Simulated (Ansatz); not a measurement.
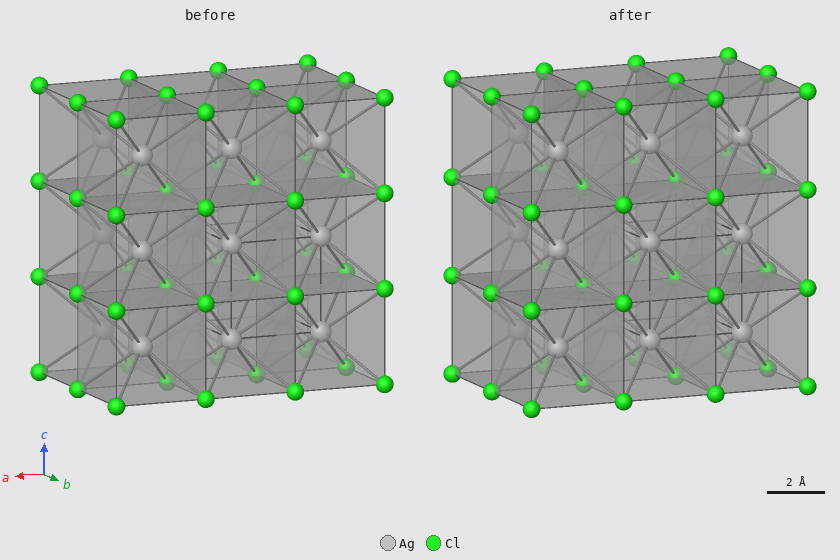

Left: a symmetric starting cell of AgCl. Right: the same structure after one change, at the same scale. The picture is a polyhedral view of the cell of the calculation, repeated 2 × 1 × 2 with one cell outlined, seen from a free direction.

All numbers below come from DFT PBE, scalar-relativistic, plane waves, PAW (Ansatz 0.2.0). (plane-wave cutoff 420 eV; k-point mesh 10 × 10 × 10; occupations gaussian; smearing width 0.05 eV; no spin polarisation)

> What was changed?

All lengths are scaled by +2.9 % (volume +9.0 %), the atoms keeping their fractional coordinates. No relaxation follows. The starting cell wasn't computed here and needn't be at equilibrium, so pressure and forces aren't due to the change alone.

> And its effect?

Some distances before and after: Ag–Cl 2.974 → 3.060 Å. The space group stays Pm-3m (No. 221). The pressure is −3.3 GPa (not all of it need come from the change, since the unchanged cell can be under pressure at this level too). All forces vanish by symmetry.
